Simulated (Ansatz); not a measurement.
A series of calculations on Pt

**1. Scan**

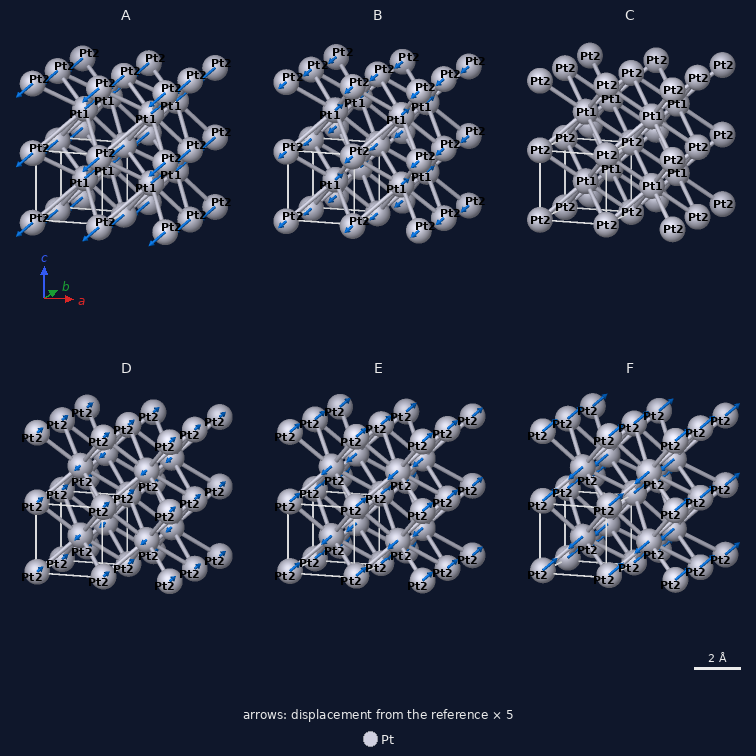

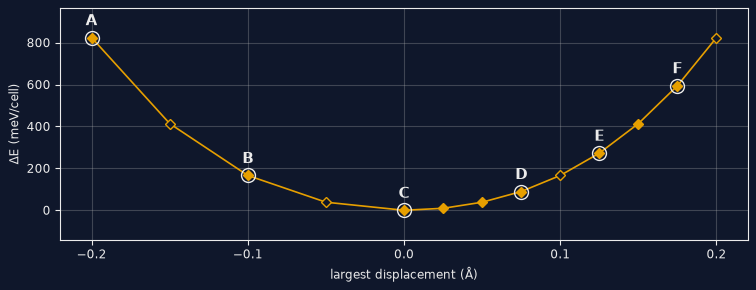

Energy scan for solid Pt (Im-3m), in which a normal mode of wave vector (1/2, 1/2, 1/2) of the primitive cell, folded into a doubled cell, (one arbitrary combination within a set of 3 degenerate modes) is frozen in with the cell fixed, the amplitude being the largest displacement of an atom. The lettered frames are marked on the plot. Hollow markers are points alike by symmetry, not computed again. Style: ball-and-stick. Shown: the cell of the calculation, repeated 2 × 2 × 2 with one cell outlined, slightly off an axis. Blue arrows: displacements from the reference.

These are results of DFT r2SCAN, scalar-relativistic, plane waves, PAW in Ansatz, not measurements. Settings: plane-wave cutoff 500 eV; k-point mesh 20 × 20 × 20; occupations gaussian; smearing width 0.15 eV; no spin polarisation. Energies (free energies at the smearing named) are counted from the relaxed crystal.

Describe the profile.

The harmonic wavenumber of the mode is 145 cm⁻¹, a stable vibration. The lowest computed point lies at the amplitude 0.00 Å (0 meV/cell). The well is symmetric. At the highest point the shortest interatomic distance is 2.32 Å, against 2.72 Å in the reference.

**2. Energy map**

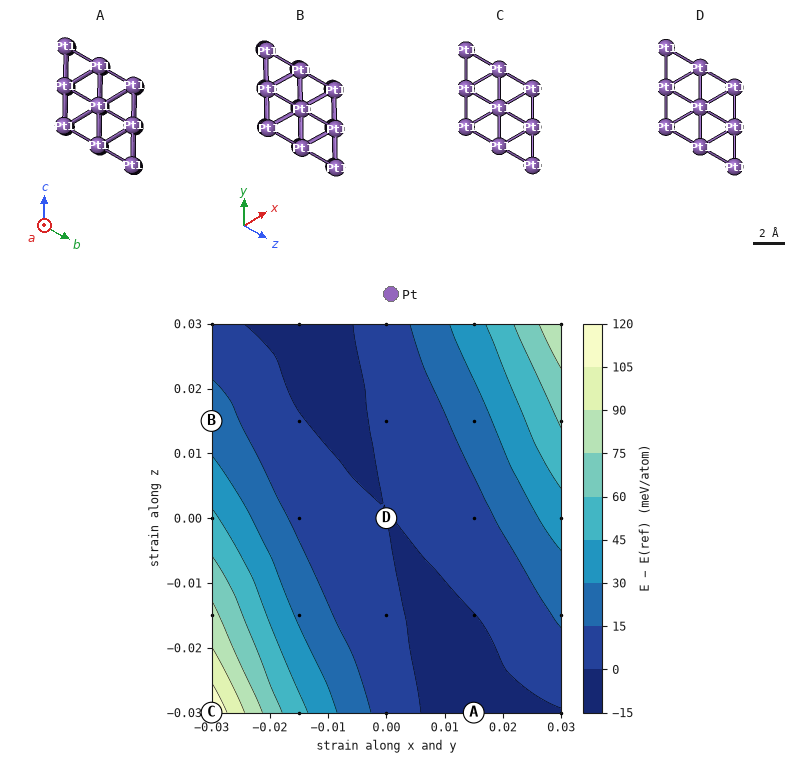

A scan of solid Pt (Im-3m): the cell is strained equally along x and y and separately along z, with the atoms kept at their fractional coordinates. x, y and z are the Cartesian axes of the input. The map is interpolated between the computed points (dots). The lettered frames are marked on it. The picture is a ball-and-stick view of the cell of the calculation, repeated 3 × 2 × 2 with one cell outlined, seen along the a axis.

Level of theory: DFT r2SCAN, scalar-relativistic, plane waves, PAW (Ansatz 0.2.0). (plane-wave cutoff 500 eV; k-point mesh 26 × 26 × 26; occupations gaussian; smearing width 0.15 eV; no spin polarisation). Energies (free energies at the smearing named) are counted from the relaxed crystal.

> What does the map show?

In pairs of (strain along x and y; strain along z): the lowest computed point lies at (0.015, −0.030) (−6.2 meV/atom), the highest at (−0.030, −0.030) (117.7 meV/atom). It lies on the edge of the grid, so the true minimum may be outside the range scanned. The pressure runs from −18.0 GPa at (0.030, 0.030) to 30.5 GPa at (−0.030, −0.030). The frames lie at A (0.015, −0.030): −6.2 meV/atom, B (−0.030, 0.015): 22.9 meV/atom, C (−0.030, −0.030): 117.7 meV/atom, D (0.000, 0.000): 0.0 meV/atom.

**3. Vibrations**

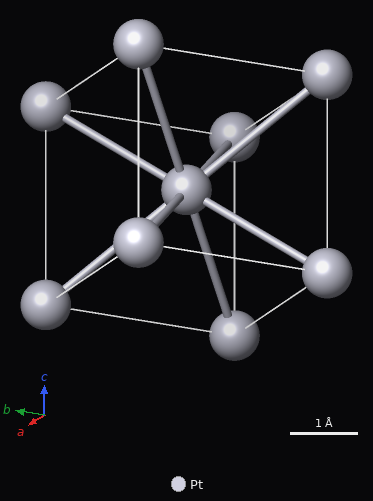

Normal modes of a crystal of Pt, space group Im-3m (No. 229), at the zone centre of a doubled cell. The picture is a ball-and-stick view of the conventional cell, seen from a free direction. Lengths and directions refer to the drawn axes.

These are results of Ansatz 0.2.0, DFT r2SCAN, scalar-relativistic, plane waves, PAW, not measurements.

Input
```yaml
crystal:
  lattice:
    - [0.0, -3.1389727827, 0.0]
    - [-3.1389727827, 0.0, 0.0]
    - [0.0, 0.0, -3.1389727827]
  atoms:
    - { symbol: Pt, position: [0.5, 0.5, 0.5] }
    - { symbol: Pt, position: [0.0, 0.0, 0.0] }
basis:
  ecutwfc: 500
kpoints:
  mp_grid: { grid: [20, 20, 20] }
hamiltonian:
  xc: r2scan
scf:
  occupations: { method: gaussian, width: 0.15 }
output:
  eigenvalues: true
phonons:
  method: fd
  supercell: [1, 1, 1]
  amplitude: 0.02
  eigenvectors: true
  dielectric: false
```

Launched with:
```bash
ansatz run input.yaml --threads 2 --pin off --max-ram 5120MiB --backend cpu --events-out ev --progress --plain --runs-dir out
```

Q: List the modes.

A: The calculation's cell holds 2 atoms, so there are 3 modes besides the translations, in 1 level. No level is unstable.

```
level  degeneracy  frequency (cm⁻¹)         origin
    1           3               145  zone boundary
```

The displacement patterns (one member of each degenerate set):

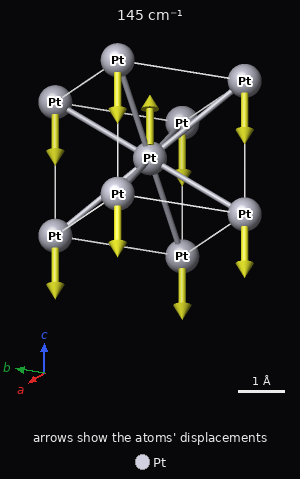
